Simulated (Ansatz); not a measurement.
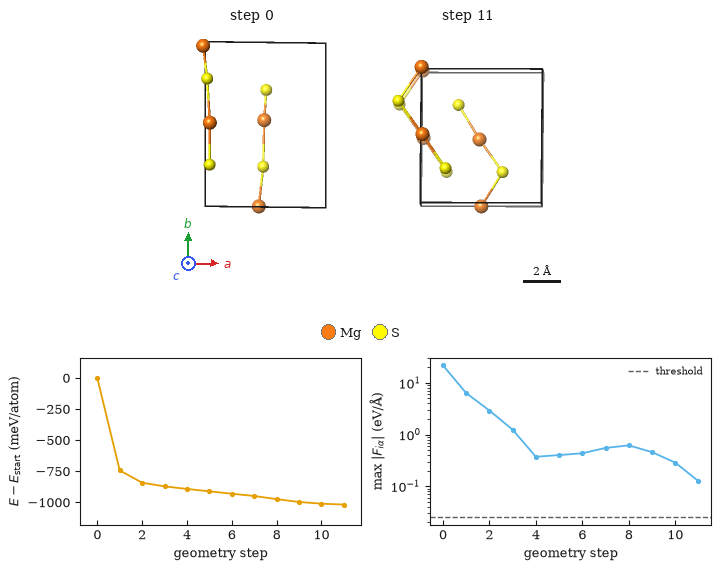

First and last geometry of a relaxation of solid MgS (a generated structure, set up in P1) (coarse preliminary run), with the history of the run. The picture is a ball-and-stick view of the cell of the calculation, seen along the c axis.

Level of theory: DFT PBE, scalar-relativistic, plane waves, PAW (Ansatz 0.2.0). Settings: plane-wave cutoff 420 eV; k-point mesh 2 × 2 × 2; occupations gaussian; smearing width 0.1 eV; no spin polarisation; cell and atoms relaxed; force threshold 0.025 eV/Å; at most 60 steps.

What do the curves and the structures tell?

The run was cut off at its time limit before the relaxation converged, so the last structure is only a point on the way. The atom that moves furthest relative to the cell is an S atom (1.46 Å roughly along [−3 1 −1]). By element the largest moves are S 1.46 Å, Mg 0.42 Å. The volume changes by −17.3 %, with a 6.627 → 6.654 Å (+0.4 %), b 9.050 → 7.353 Å (−18.7 %), c 11.191 → 11.338 Å (+1.3 %), α 91.7° → 89.8°, β 90.0° → 90.6°, γ 90.7° → 89.5°. Near-neighbour distances that change, for instance: Mg–S 1.665 → 2.284 Å, Mg–S 1.819 → 2.283 Å, Mg–S 2.685 → 2.270 Å, Mg–S 2.562 → 2.280 Å. Bond angles that change, for instance: Mg–S–Mg 176.4° → 108.4°, Mg–S–Mg 170.0° → 107.5°, S–Mg–S 174.3° → 178.4°. The space group stays P1 (No. 1). Over 11 geometry steps the energy falls by 1017 meV per atom. Largest force component: 22 eV/Å at the start, 0.13 eV/Å at the end. Pressure: 2.73 GPa at the start and −0.17 GPa at the end. Cost: 4.8 min on 1 thread of Intel(R) Xeon(R) Processor @ 2.50GHz (Skylake/Cascade Lake), on a shared host, peak memory 0.7 GiB.
